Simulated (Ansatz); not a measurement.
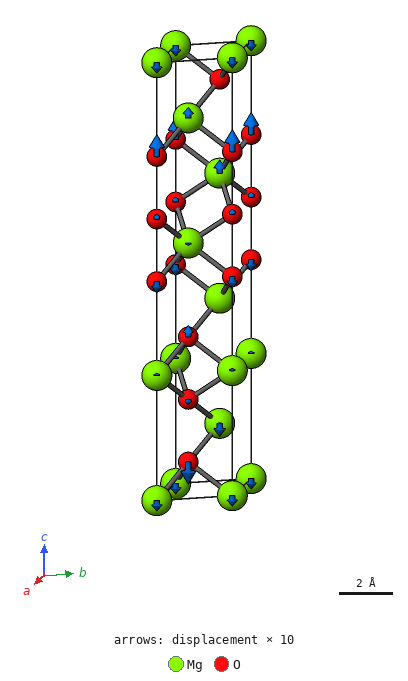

This is a relaxation of a crystal of MgO (a generated structure, set up in P-3m1). The starting structure is drawn; blue arrows show the displacements (the part carried along by the change of the cell is left out), 10 times their true length.

Style: ball-and-stick. Shown: the cell of the calculation, slightly off an axis.

Case: stacking ABABCBC.

Theory: Ansatz, DFT PBEsol, scalar-relativistic, plane waves, PAW.

Input file:
```yaml
crystal:
  lattice:
    - [2.9799354756, 0.0, 0.0]
    - [-1.4899677378, 2.5806998235, 0.0]
    - [0.0, 0.0, 17.0317490926]
  atoms:
    - { symbol: Mg, position: [0.0, 0.0, 0.0] }
    - { symbol: O, position: [0.6666666667, 0.3333333333, 0.0714285714] }
    - { symbol: Mg, position: [0.3333333333, 0.6666666667, 0.1428571429] }
    - { symbol: O, position: [0.6666666667, 0.3333333333, 0.2142857143] }
    - { symbol: Mg, position: [0.0, 0.0, 0.2857142857] }
    - { symbol: O, position: [0.6666666667, 0.3333333333, 0.3571428571] }
    - { symbol: Mg, position: [0.3333333333, 0.6666666667, 0.4285714286] }
    - { symbol: O, position: [0.0, 0.0, 0.5] }
    - { symbol: Mg, position: [0.6666666667, 0.3333333333, 0.5714285714] }
    - { symbol: O, position: [0.0, 0.0, 0.6428571429] }
    - { symbol: Mg, position: [0.3333333333, 0.6666666667, 0.7142857143] }
    - { symbol: O, position: [0.0, 0.0, 0.7857142857] }
    - { symbol: Mg, position: [0.6666666667, 0.3333333333, 0.8571428571] }
    - { symbol: O, position: [0.3333333333, 0.6666666667, 0.9285714286] }
basis:
  ecutwfc: 420
kpoints:
  mp_grid: { grid: [12, 12, 2] }
hamiltonian:
  xc: pbesol
scf:
  occupations: { method: gaussian, width: 0.02 }
output:
  forces: true
  stress: true
  eigenvalues: true
  populations: true
relax:
  adjacent_minimum: "off"
  f_tol: 0.01
  max_steps: 45
  cell: { stress_tol: 0.05 }
```

Command:
```bash
ansatz run input.yaml --threads 1 --pin off --max-ram 2560MiB --backend cpu --events-out ev --progress --plain --runs-dir out
```

**Atoms of which element are displaced furthest, and by how much?**

Oxygen: up to 0.089 Å, against 0.053 Å for magnesium.

**What happened in the run?**

The largest moves relative to the cell, 0.089 Å, are those of O2 and O12. O2 goes along −c. By element the largest moves are O 0.089 Å, Mg 0.053 Å. The volume changes by +1.9 %, with a = b 2.980 → 2.952 Å (−0.9 %), c 17.032 → 17.682 Å (+3.8 %). Among the contacts that change: Mg11–O12 2.107 → 2.143 Å, Mg1–O2 2.107 → 2.094 Å, Mg13–O14 2.107 → 2.096 Å. Bond angles that change, for instance: O4–Mg5–O6 70.5° → 74.5°, Mg11–O12–Mg11 90.0° → 87.1°, O4–Mg5–O4 90.0° → 87.2°. The space group stays P-3m1 (No. 164). Over 5 accepted moves (7 points after the start) the energy falls by 33.6 meV per atom. Largest force component: 1.2 eV/Å at the start, 0.0014 eV/Å at the end. Pressure: 4.07 GPa at the start and 0.01 GPa at the end. The SCF was repeated twice at an unchanged geometry on a basis and grid sized afresh for the cell, which shifted the energy by 1.3 meV per atom at most. The run took 5.3 min on 1 thread of AMD EPYC (Zen 3) (shared host), peak memory 0.57 GiB.
